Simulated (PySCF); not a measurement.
The calculation's input:

```
{"job": {"kind": "sp", "xc": "wB97X", "basis": "def2-TZVP", "d3": "d3bj", "grid": 2}, "charge": 0, "multiplicity": 1}
C     -1.051439     0.747793    -0.206937
C      0.234175     1.158636    -0.159357
C      1.113691    -0.024097     0.093842
C      0.152402    -1.166228     0.183899
C     -1.102406    -0.699209     0.006679
H     -1.923815     1.381582    -0.376879
H      0.598268     2.179423    -0.282215
H      1.706398     0.092004     1.020998
H      1.855006    -0.169575    -0.714609
H      0.444057    -2.201529     0.364938
H     -2.018079    -1.293350     0.018113
```

Launched as:

```sh
OMP_NUM_THREADS=1 python redox_run.py task.json out
```

Geometry: PBE0-D3(BJ)/def2-SVP.

Method: DFT single point, gas phase, functional wB97X (PySCF 2.14.0, density-fitted response routines).

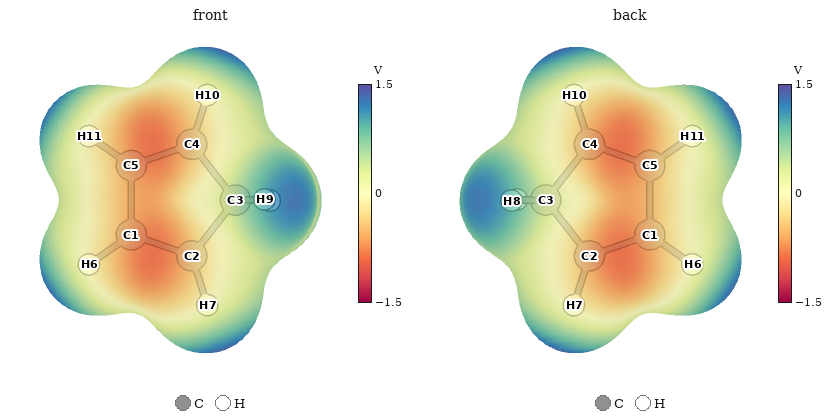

C$_{5}$H$_{6}$ (cyclopentadiene). The electrostatic potential painted on the density surface at 0.004 e/bohr³, seen from the front and from behind; the colour scale runs from red (negative) to blue (positive).

### Where is the surface potential most negative and most positive?

The most negative region (about −0.9 V) lies over the π face of C1, C2, C4 and C5, the most positive (about +1.3 V) over the H atoms.

### How polar is the molecule by this calculation?

Its dipole moment is 0.47 D.
